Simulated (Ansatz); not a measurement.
**CH6: molecular dynamics (part 2 of 2)**

The same run, continued: CH6 (disordered cell, 21 atoms in the cell); DFT PBE, scalar-relativistic, plane waves, PAW, no spin polarisation (Ansatz 0.2.0); cutoff 420 eV, 1×1×1 k-mesh, Fermi–Dirac smearing of 0.02 eV. It belongs to a series of runs on one base structure; here: dynamics from the last frame of the run before.

Geometry of the input (Å; fractional positions):
```
6.0659  0.0000  0.0000
0.0000  6.0659  0.0000
0.0000  0.0000  6.0659
H  0.8560  0.9496  0.1403
H  0.8935  0.9678  0.2536
H  0.3643  0.4703  0.9703
H  0.4227  0.5547  0.9045
H  0.9551  0.4026  0.4930
H  0.8821  0.4359  0.4013
C  0.3203  0.9916  0.1272
H  0.2263  0.9702  0.2782
H  0.2795  1.1577  0.0705
H  0.2608  0.8927  -0.0101
H  0.5026  0.9846  0.1525
C  0.4227  0.5225  0.4509
H  0.5703  0.5274  0.3470
H  0.2744  0.4724  0.3574
H  0.3973  0.6860  0.5234
H  0.4556  0.3917  0.5691
C  0.8907  -0.0625  0.6294
H  0.9429  -0.2121  0.5510
H  1.0010  0.0787  0.6062
H  0.8900  -0.0873  0.8096
H  0.7221  -0.0237  0.5895
```

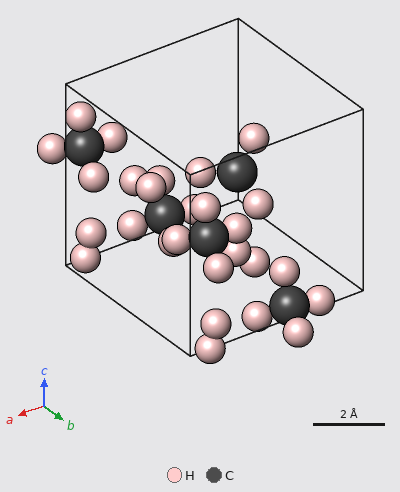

Fig. 1: The geometry at step 222 of the log (spheres-only view of the cell of the calculation, seen at an oblique angle).

```
SCF converged after 7 iterations
Free energy (F): -1042.391186 eV
Harris-Foulkes:  -1042.391186 eV  (|F-HF|=1.25e-10)
Internal energy: -1042.391186 eV  (E = F + TS)
E sigma→0 (E₀):  -1042.391186 eV
Fermi energy:    -1.967101 eV
--- Per-component energies (eV) ---
  E_band       = -255.360354
  E_kinetic    = 513.168710
  E_local      = -1263.573953  (includes V_loc(G=0)·N_el)
  E_nonlocal   = 111.004081
  E_hartree    = 400.584627
  E_xc         = -304.155044
  E_vxc        = -384.279263  (∫ρ·V_xc dr)
  E_paw        = -308.055507  (= ΣΔE_a)
  E_vpaw       = -32.825620  (= ΣTr[D̂ρ^β])
  E_aug_tail   = -0.023375  (compensation charges beyond the density's cutoff)
  E_ewald      = -191.340725
  E_smearing   = -0.000000  (= −TS)
  E_closure    = 0.000000  (closes the sum)
  Σ components = -1042.391186   (vs F -1042.391186, Δ=0.00e0)
--- Forces (eV/Å), atoms counted from 1 ---
  atom   1  H      0.10086207     0.01273289    -0.00208549
  atom   2  H     -0.62642453     0.03938228     0.02367344
  atom   3  H     -0.24185634    -1.54867997    -0.51594496
  atom   4  H      0.25126750     1.48376939     0.45332277
  atom   5  H      0.01657190    -0.03306021     0.17271212
  atom   6  H     -0.17069980    -0.09874678    -0.05265002
  atom   7  C      1.45765734    -0.20772783     0.76734252
  atom   8  H     -0.10913925     0.11518839    -0.08789668
  atom   9  H     -0.07429867    -0.26243081     0.51306727
  atom  10  H     -0.95829486     0.17583423    -0.68071439
  atom  11  H      0.17812006     0.16261430    -0.29227372
  atom  12  C     -0.49258937    -0.12267832     0.09831790
  atom  13  H     -0.81584831     0.38436090     0.46377804
  atom  14  H      0.23342167    -0.06779699    -0.23421765
  atom  15  H      0.52424830     0.56141672    -0.98891173
  atom  16  H      0.73430807    -0.66309053     0.49449883
  atom  17  C      0.24342428    -0.47925035    -0.29927548
  atom  18  H     -0.19426902    -0.11663558     0.21440854
  atom  19  H      0.08072008     0.83331960    -0.47610822
  atom  20  H     -0.44690687    -0.27991159    -0.10551352
  atom  21  H      0.30973486     0.11138527     0.53446378
  max |Σ_I F_I| component: 9.12e-6 eV/Å
--- MD trajectory: 400 steps, t = 0.0 → 200.0 fs ---
  final state: T = 211.1 K   F+E_penalty+E_count = -1042.39118563 eV   E_kin = 0.545696 eV
  conserved energy: peak-to-peak 4.407e-3 eV (2.099e-4 eV/atom) over 200.0 fs
```

Trajectory as extended XYZ (Å, eV, eV/Å), 10 of the 401 frames kept, from step=0 to step=400:
```
21
Lattice="6.0659 0.0000 0.0000 0.0000 6.0659 0.0000 0.0000 0.0000 6.0659" Properties=species:S:1:pos:R:3:forces:R:3 step=0 time_fs=0.0 energy=-1042.49427 temperature=250.0
H     5.1925    5.7603    0.8508   -0.4016  -0.1281  -1.1826
H     5.4197    5.8704    1.5385    0.1889   0.1348   0.8662
H     2.2095    2.8525    5.8856   -0.2272  -0.3905   0.4438
H     2.5639    3.3648    5.4866    0.2303   0.3673  -0.2854
H     5.7933    2.4423    2.9906    0.3935  -0.0746   0.4234
H     5.3509    2.6442    2.4344   -0.3877   0.2217  -0.3633
C     1.9429    6.0152    0.7713    0.3414   0.8255  -0.3142
H     1.3724    5.8850    1.6873    0.1731  -0.4319   0.1339
H     1.6951    7.0227    0.4278    0.1574   0.4870   0.0043
H     1.5818    5.4150   -0.0611    0.1634  -0.6282   0.1850
H     3.0487    5.9728    0.9250   -0.5520  -0.2387  -0.0594
C     2.5642    3.1697    2.7350   -0.1546  -0.2272  -0.2929
H     3.4595    3.1992    2.1049   -0.1070   0.1000  -0.3912
H     1.6645    2.8658    2.1678    0.3176   0.1896  -0.0887
H     2.4102    4.1612    3.1746    0.0174  -0.2016   0.1932
H     2.7639    2.3763    3.4524   -0.1021   0.0508   0.5032
C     5.4032   -0.3793    3.8179   -0.0013   0.6469   1.1010
H     5.7196   -1.2867    3.3424    0.3502  -0.5257  -0.3997
H     6.0723    0.4776    3.6771   -0.0189  -0.1547  -0.4178
H     5.3986   -0.5294    4.9107    0.0251  -0.2259   0.3451
H     4.3799   -0.1435    3.5760   -0.4060   0.2036  -0.4037
21
Lattice="6.0659 0.0000 0.0000 0.0000 6.0659 0.0000 0.0000 0.0000 6.0659" Properties=species:S:1:pos:R:3:forces:R:3 step=44 time_fs=22.0 energy=-1042.33816 temperature=190.2
H     4.8128    5.5141    0.5259    0.2556   0.0378   0.0253
H     4.9874    5.5226    1.2657    0.2579   0.0471  -0.0077
H     2.2889    3.0570    6.0574   -1.8678  -0.5217   0.4346
H     2.9511    3.2323    5.8975    1.8255   0.4872  -0.5585
H     5.4745    2.4800    2.8133    0.3047  -0.1503   0.3958
H     5.2083    2.7797    2.1904   -0.0653   0.1984  -0.3185
C     2.0584    6.0061    0.7494    0.0901   0.2225  -0.9969
H     1.2853    5.9603    1.5070   -0.1707  -0.2412   0.3336
H     2.0760    7.0262    0.3502    0.1949   0.3354   0.1999
H     1.7733    5.4232   -0.1444    0.1865  -0.2775   0.5051
H     3.0670    5.7393    1.1187   -0.6398   0.0003  -0.1067
C     2.4756    3.1694    2.7947   -0.7153   0.1366  -0.1586
H     3.4321    3.3799    2.3113   -0.0670  -0.0440  -0.2609
H     1.6526    3.0590    2.0469    0.5821  -0.0268   0.2565
H     2.2196    4.0513    3.4096    0.1014  -0.4350   0.1836
H     2.5779    2.2282    3.3552   -0.1169   0.3120   0.1223
C     5.4163   -0.3490    3.8181    0.6322   0.6350   0.0421
H     5.7355   -1.1873    3.2319    0.0774  -0.6052  -0.5469
H     6.0345    0.5222    3.6027   -0.0748   0.2530  -0.5055
H     5.6703   -0.5462    4.8400   -0.0851  -0.4908   1.1547
H     4.3706   -0.1410    3.7387   -0.7054   0.1272  -0.1935
21
Lattice="6.0659 0.0000 0.0000 0.0000 6.0659 0.0000 0.0000 0.0000 6.0659" Properties=species:S:1:pos:R:3:forces:R:3 step=89 time_fs=44.5 energy=-1042.39619 temperature=212.5
H     5.1931    5.4852    0.3002    0.0939  -0.1199   0.9565
H     5.3342    5.3513    1.0656   -0.2276   0.2536  -0.6973
H     2.4435    3.1878    6.2056   -0.9378   0.2666   0.4783
H     3.0788    3.0141    5.9014    0.8565  -0.2800  -0.5361
H     5.7620    2.6696    2.7415   -0.0135  -0.0262   0.0354
H     5.3288    3.0233    2.2351   -0.1478  -0.0547   0.0851
C     2.1200    6.0119    0.6969    1.2520  -0.7718  -1.2775
H     1.1818    6.0538    1.2056   -0.7816   0.1413   0.3989
H     2.4556    6.9966    0.3383   -0.0678   0.0104   0.2699
H     2.0270    5.3733   -0.2229    0.0011   0.3716   0.7639
H     2.8843    5.5473    1.3490   -0.1975   0.2921  -0.2311
C     2.3350    3.1532    2.8898   -0.8338   0.0001  -0.0069
H     3.3022    3.4813    2.5169    0.2954  -0.0374  -0.3346
H     1.5366    3.2658    2.1139    0.7338  -0.2014   0.2176
H     2.0488    3.8585    3.6925    0.1362  -0.4655   0.1361
H     2.4004    2.0936    3.2115   -0.1033   0.5873   0.0090
C     5.3969   -0.3360    3.8012    1.0561   0.0832  -0.7516
H     5.6793   -1.1576    3.1600   -0.0580  -0.5270  -0.3558
H     5.9738    0.5110    3.4665    0.0783   0.7351  -0.4356
H     5.8076   -0.5395    4.7689   -0.1285  -0.4023   1.0836
H     4.3539   -0.1455    3.7634   -1.0062   0.1447   0.1923
21
Lattice="6.0659 0.0000 0.0000 0.0000 6.0659 0.0000 0.0000 0.0000 6.0659" Properties=species:S:1:pos:R:3:forces:R:3 step=133 time_fs=66.5 energy=-1042.48955 temperature=249.0
H     5.3279    5.5861    0.5770   -0.0780   0.0531   0.0424
H     5.3971    5.6062    1.3417   -0.1393   0.0397  -0.3440
H     2.7232    3.2832    6.3196   -0.1815  -0.8016  -0.9478
H     2.6635    2.7970    5.6799    0.0381   0.8308   1.0936
H     5.8951    2.8823    2.6882   -0.7324  -0.0478   0.2055
H     5.1176    2.8903    2.8047    0.6150  -0.0539  -0.0660
C     2.2395    6.0279    0.6150    1.8691  -1.5329  -0.5325
H     1.2237    6.1248    0.8979   -1.2899   0.5215   0.0157
H     2.7840    6.9582    0.3781   -0.3223  -0.1582   0.0908
H     2.3366    5.2954   -0.2350   -0.1695   0.8100   0.4847
H     2.7105    5.4986    1.4647    0.2040   0.4144  -0.1293
C     2.2417    3.1073    2.9945   -0.4752  -0.1388  -0.2160
H     3.3029    3.3794    2.8056   -0.1860  -0.0647  -0.1370
H     1.5728    3.5242    2.1858    0.7514  -0.4218   0.4081
H     1.9306    3.5987    3.9459    0.1742  -0.4592  -0.2886
H     2.1602    1.9911    3.0304   -0.0307   0.8932   0.0609
C     5.3751   -0.3117    3.7149    0.6649  -0.3043  -0.8754
H     5.5753   -1.1071    3.0012    0.1768  -0.4028  -0.0351
H     5.8316    0.5691    3.3051    0.2920   0.8448  -0.2143
H     5.8633   -0.5532    4.6440   -0.0421  -0.1973   0.8856
H     4.3228   -0.1880    3.7353   -1.1386   0.1756   0.4990
21
Lattice="6.0659 0.0000 0.0000 0.0000 6.0659 0.0000 0.0000 0.0000 6.0659" Properties=species:S:1:pos:R:3:forces:R:3 step=178 time_fs=89.0 energy=-1042.50869 temperature=256.9
H     5.0975    5.8991    0.4211    0.3407  -0.1976  -1.0319
H     4.9895    6.0438    1.1295    0.0498   0.1405   1.0013
H     2.7062    3.1130    6.3872   -1.4660  -0.2604  -0.6195
H     1.9915    2.9675    6.0265    1.4457   0.2503   0.6224
H     5.4601    2.9741    3.0605   -0.0037  -0.1037   0.2657
H     5.0871    2.4816    3.5195    0.2037   0.2025  -0.2362
C     2.4446    6.0415    0.5191    1.3156  -1.0426   0.0457
H     1.3855    6.1742    0.5503   -1.2230   0.4583  -0.4607
H     3.0315    6.9687    0.3612   -0.5031  -0.3619  -0.0554
H     2.7275    5.2317   -0.2075   -0.2589   0.8490   0.3532
H     2.6566    5.6217    1.5104    0.3601   0.1874   0.0724
C     2.2001    3.0194    3.0652   -0.4488  -0.4877  -0.2731
H     3.3078    2.9933    3.1579   -0.3302   0.2896  -0.1583
H     1.8467    3.7370    2.2730    0.4350  -0.6090   0.6586
H     1.7781    3.3159    4.0577    0.1544  -0.2525  -0.4786
H     1.8984    1.9701    2.7863    0.0297   0.9560   0.3160
C     5.3358   -0.2577    3.6586   -0.1457  -1.1765  -0.5221
H     5.6183   -1.0994    3.0104    0.4096  -0.0516   0.0814
H     5.6857    0.6457    3.2304    0.6187   1.1164  -0.4779
H     5.7217   -0.3951    4.6626    0.0339  -0.0590   0.4812
H     4.2701   -0.2638    3.6042   -1.0175   0.1523   0.4158
21
Lattice="6.0659 0.0000 0.0000 0.0000 6.0659 0.0000 0.0000 0.0000 6.0659" Properties=species:S:1:pos:R:3:forces:R:3 step=222 time_fs=111.0 energy=-1042.58958 temperature=287.3
H     5.5190    6.2725    0.1626    0.0481  -0.0376   0.0905
H     5.2954    6.2385    0.8885   -0.0193  -0.0684   0.2174
H     2.2531    2.9897    6.6585   -0.3276   0.0655  -0.2640
H     1.6807    3.1142    6.1575    0.4198  -0.0534   0.1084
H     5.3504    3.1543    3.9248   -0.0777   0.4991  -0.0244
H     5.3873    2.4199    3.7986   -0.0265  -0.4626  -0.1211
C     2.5800    6.0585    0.4275    1.1666   0.0706   0.0260
H     1.5227    6.0498    0.2154   -0.6762  -0.0044  -0.5028
H     3.0051    7.0696    0.2031   -0.3146  -0.6608   0.0044
H     3.1371    5.2552   -0.1329   -0.5888   0.7025   0.5066
H     2.6441    5.9008    1.5106    0.3054  -0.1102  -0.0240
C     2.1329    2.9044    3.1535    0.0054  -0.7542  -0.2705
H     3.1794    2.5603    3.3450   -0.3065   0.6140  -0.0786
H     2.0816    3.8405    2.5320    0.0917  -0.7686   0.7194
H     1.6332    3.0111    4.1570    0.2592   0.0180  -0.7464
H     1.6925    2.0410    2.5689    0.0094   0.9262   0.6080
C     5.2645   -0.2110    3.5877   -0.6407  -1.2544   0.1408
H     5.7034   -1.1448    3.1986    0.4113   0.3600  -0.0702
H     5.5844    0.6974    3.1321    0.6500   0.7491  -0.6482
H     5.4253   -0.1509    4.6618    0.2527   0.0313   0.3954
H     4.2015   -0.3292    3.4432   -0.6419   0.1382  -0.0668
21
Lattice="6.0659 0.0000 0.0000 0.0000 6.0659 0.0000 0.0000 0.0000 6.0659" Properties=species:S:1:pos:R:3:forces:R:3 step=267 time_fs=133.5 energy=-1042.35012 temperature=195.5
H     6.0467    6.4325    0.4444   -0.5798  -0.3934   0.5599
H     5.6519    6.1474    1.0642    0.2767   0.3084  -0.7721
H     1.6385    2.9950    6.6592   -0.5554  -0.3510   1.5276
H     1.9377    3.1478    6.0270    0.6912   0.3440  -1.4093
H     5.1036    3.1384    4.3687   -0.2918   0.1324   0.1368
H     5.5248    2.7784    3.8722    0.1921  -0.2599  -0.2978
C     2.6863    6.0820    0.3436    1.1489   1.1423  -0.6025
H     1.7070    5.8215   -0.0167   -0.5307  -0.4157  -0.3142
H     2.9222    7.0986   -0.0842   -0.1643  -0.7511   0.3162
H     3.4778    5.3820   -0.0249   -0.5763   0.2823   0.5274
H     2.6349    6.2066    1.4246    0.2477  -0.3084   0.1234
C     2.0797    2.7880    3.3008   -0.1324  -0.8638  -0.3055
H     3.0590    2.2404    3.2982   -0.3468   0.7468   0.1118
H     2.1699    3.8572    3.0008    0.0420  -0.6944   0.3605
H     1.6211    2.6466    4.3278    0.2708   0.2842  -1.0467
H     1.4831    2.2322    2.5095    0.1848   0.6409   0.8383
C     5.1887   -0.1577    3.4776   -0.8465  -1.1230   1.2645
H     5.7277   -1.1075    3.3724    0.3604   0.4140  -0.2417
H     5.5314    0.7022    2.9699    0.7472   0.8226  -0.9022
H     5.1759    0.1109    4.5404    0.2029  -0.0281   0.3768
H     4.1526   -0.3674    3.2285   -0.3407   0.0709  -0.2514
21
Lattice="6.0659 0.0000 0.0000 0.0000 6.0659 0.0000 0.0000 0.0000 6.0659" Properties=species:S:1:pos:R:3:forces:R:3 step=311 time_fs=155.5 energy=-1042.46879 temperature=240.5
H     6.0500    6.1749    0.3758   -0.3489  -0.1431   0.2506
H     5.4201    6.0285    0.8114    0.5337   0.1450  -0.3375
H     1.5664    3.1161    6.5995   -0.6184   0.1220   0.3723
H     2.2313    3.0097    6.3079    0.6912  -0.1202  -0.3075
H     4.6871    2.9190    4.0971    0.3476  -0.0149  -0.2511
H     5.4133    2.9021    3.8445   -0.2509  -0.0032   0.0770
C     2.8104    6.1047    0.2744    0.6488   1.2689  -1.0661
H     2.0361    5.5172   -0.2027   -0.3463  -0.5171   0.0098
H     2.8770    7.0429   -0.3541   -0.0715  -0.6512   0.6401
H     3.8145    5.6180    0.1517   -0.7737   0.0917   0.4999
H     2.5341    6.4014    1.2879    0.2142  -0.2884   0.0575
C     2.0372    2.6960    3.4395   -0.4108  -0.4262   0.0514
H     2.9870    2.1393    3.1966   -0.6198   0.6316   0.2350
H     2.1950    3.7913    3.5242    0.0904  -0.5991  -0.0692
H     1.6403    2.3035    4.4315    0.2451   0.4143  -1.1479
H     1.3080    2.5055    2.5867    0.5642   0.1443   0.9340
C     5.1331   -0.0678    3.4420   -0.2739  -0.9022   1.0550
H     5.8013   -0.9455    3.3855   -0.1124   0.3835  -0.1330
H     5.5005    0.7956    2.9422    0.5023   0.6817  -0.8212
H     5.0596    0.2408    4.5000    0.0109  -0.2414   0.0218
H     4.1354   -0.3444    3.0918   -0.0217   0.0240  -0.0707
21
Lattice="6.0659 0.0000 0.0000 0.0000 6.0659 0.0000 0.0000 0.0000 6.0659" Properties=species:S:1:pos:R:3:forces:R:3 step=356 time_fs=178.0 energy=-1042.49478 temperature=250.8
H     6.3146    5.7537    0.1798    0.7978  -0.1548  -0.0339
H     5.6346    6.0127    0.3132   -0.6749   0.2311   0.2609
H     1.9002    3.2725    6.7986    0.5423  -0.3816  -0.2142
H     2.4740    2.7993    6.5782   -0.5046   0.3503   0.0961
H     4.6675    2.7432    3.2746    0.4949   0.2878   0.3965
H     5.2893    3.0100    3.6628   -0.3994  -0.1205  -0.3775
C     2.8491    6.1134    0.2240    0.7314   0.3207  -0.6311
H     2.3630    5.2379   -0.2251   -0.0795  -0.1181   0.2026
H     2.8707    6.9070   -0.5631   -0.1341  -0.3649   0.6189
H     3.9315    5.8330    0.4173   -0.8572   0.1717   0.1368
H     2.3319    6.4588    1.1288    0.1881  -0.1393  -0.1463
C     1.9603    2.6498    3.5781   -0.6129  -0.2597   0.3696
H     2.8843    2.1460    3.1660   -0.8139   0.5179   0.3072
H     2.1884    3.6336    4.0161    0.2466  -0.1704  -0.2649
H     1.5347    2.0415    4.4449    0.3342   0.4772  -1.1506
H     1.1843    2.8209    2.7686    0.7266  -0.3976   0.7145
C     5.1009    0.0090    3.4301    0.1046  -0.8260   0.0586
H     5.8278   -0.7971    3.2486   -0.1915  -0.0422   0.0536
H     5.4634    0.8784    2.9330    0.3125   0.8488  -0.7658
H     5.1194    0.2678    4.4921   -0.3241  -0.2767   0.0538
H     4.1157   -0.2707    3.0325    0.1132   0.0465   0.3153
21
Lattice="6.0659 0.0000 0.0000 0.0000 6.0659 0.0000 0.0000 0.0000 6.0659" Properties=species:S:1:pos:R:3:forces:R:3 step=400 time_fs=200.0 energy=-1042.39119 temperature=211.1
H     6.7117    5.7937    0.3748    0.1009   0.0127  -0.0021
H     5.9722    5.8627    0.2574   -0.6264   0.0394   0.0237
H     2.6190    3.3243    6.8216   -0.2419  -1.5487  -0.5159
H     2.5073    2.5470    6.5847    0.2513   1.4838   0.4533
H     4.8728    2.8608    2.8109    0.0166  -0.0331   0.1727
H     5.2428    3.4198    3.1739   -0.1707  -0.0987  -0.0526
C     2.8561    6.0855    0.2115    1.4577  -0.2077   0.7673
H     2.6704    5.0139   -0.0006   -0.1091   0.1152  -0.0879
H     2.8128    6.6975   -0.7109   -0.0743  -0.2624   0.5131
H     3.9200    6.0973    0.6679   -0.9583   0.1758  -0.6807
H     2.1765    6.3989    1.0193    0.1781   0.1626  -0.2923
C     1.8594    2.6530    3.7119   -0.4926  -0.1227   0.0983
H     2.7496    2.2115    3.1782   -0.8158   0.3844   0.4638
H     2.1770    3.4475    4.4030    0.2334  -0.0678  -0.2342
H     1.3221    1.9022    4.3745    0.5242   0.5614  -0.9889
H     1.1355    3.1276    2.9860    0.7343  -0.6631   0.4945
C     5.0842    0.0264    3.3488    0.2434  -0.4792  -0.2993
H     5.7441   -0.8009    3.0422   -0.1943  -0.1166   0.2144
H     5.4702    0.8529    2.7779    0.0807   0.8333  -0.4761
H     5.2593    0.2673    4.4087   -0.4469  -0.2799  -0.1055
H     4.0507   -0.1899    3.0230    0.3097   0.1114   0.5345
```

Summary:

- outcome: finished
- mean temperature over the second half: 236 K
- trajectory: 400 steps, 200 fs
- ensemble: nve
- temperature in the input: 250.0 K
- time step: 0.5 fs
- electrons treated: 30
- potential energy (free energy of the electrons) (last step): −1042.3912 eV
- Fermi energy (last step): −1.967 eV
- largest force (length of the vector) (last step): 1.660 eV/Å
- hardware: 1 thread of INTEL XEON PLATINUM @ 2.30GHz (Emerald Rapids), 24 GiB of memory available, shared host
- wall time: 2.9 min
- peak memory: 0.39 GiB

Remarks:

The input asks for low accuracy. The k-point mesh is coarse for a cell of this size, so the results may not be converged. So short a trajectory is not equilibrated.
